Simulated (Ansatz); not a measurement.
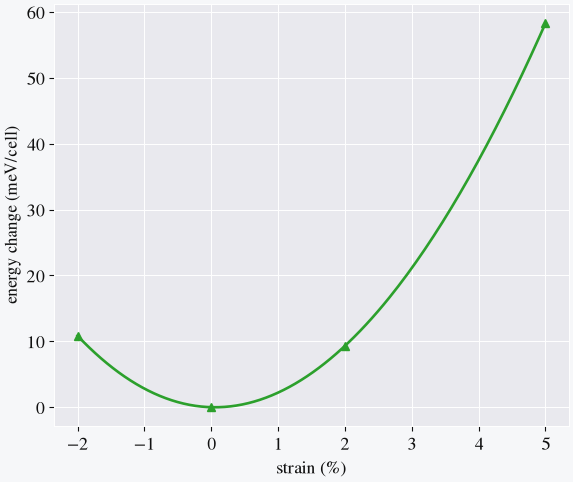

Figure. Energy change against strain for MoS₂ (a slab or sheet, periodic in two directions).

The energy rises on both sides of the starting structure, which is therefore a minimum along this path. The energy change is 10.85 meV/cell at strain −2 % and 58.30 meV/cell at 5 %; the lowest computed point is at strain 0 % (0.00 meV/cell), and no other minimum shows among the points.

Method: a free-standing sheet under strain in its plane, atoms relaxed at each strain, energy counts from the given unstrained cell, the sheet is isolated along c, plane waves with PAW datasets, Γ-centred k mesh (Ansatz 0.2.0). Level: PBE with D3(BJ), no spin polarisation.

| setting | value |
| --- | --- |
| wave cutoff | 420 eV |
| k mesh | 18×18×1 |
| occupations | Gaussian |
| smearing width | 0.1 eV |
| boundary | isolated |
| strain kind | along x |

The given structure:
```
CELL_PARAMETERS angstrom
3.13570 0.00000 0.00000
-1.56780 2.71560 0.00000
0.00000 0.00000 32.41160
ATOMIC_POSITIONS crystal
S 0.00000 0.00000 0.45038
Mo 0.66667 0.33333 0.50000
S 0.33333 0.66667 0.54962
```
